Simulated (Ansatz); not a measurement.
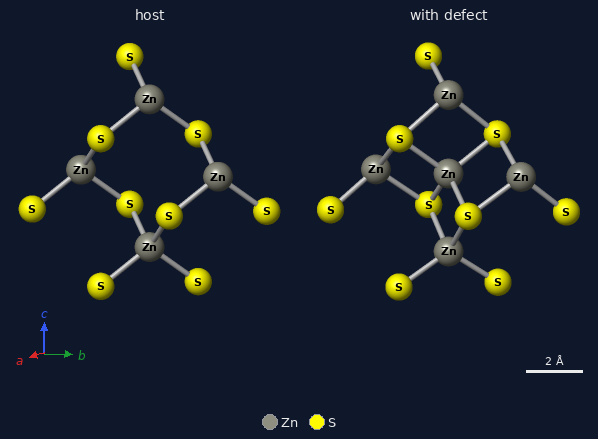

Left: perfect ZnS. Right: the same region with one point defect, after relaxing the atoms in a supercell of 64 sites. Style: ball-and-stick. Shown: the atoms within 4.6 Å of one point, in a slice 4.2 Å thick across the line of sight, slightly off an axis.

Method: DFT, PBEsol, PAW, plane waves in Ansatz 0.2.0. (plane-wave cutoff 420 eV; k-point mesh 1 × 1 × 1; mesh shifted by (0.25, 0.25, 0.25); no spin polarisation) Fermi-Dirac smearing of 0.01 eV. A uniform background neutralises the charged cell. The axes drawn are those of the host's conventional cell.

**Which defect is it?**

An extra zinc atom is put between the host's atoms (an interstitial).

The charge state of the cell is +2.

**How does the lattice respond?**

The Zn atom starts with 4 S at 2.32 Å, 6 Zn at 2.67 to 2.68 Å around its place and ends with 4 S at 2.32 to 2.33 Å. Of the host's atoms, a zinc atom moves furthest from its site, by 0.16 Å.

Limits of the set-up: the cell is charged, on a uniform background, and energies carry no finite-size correction.
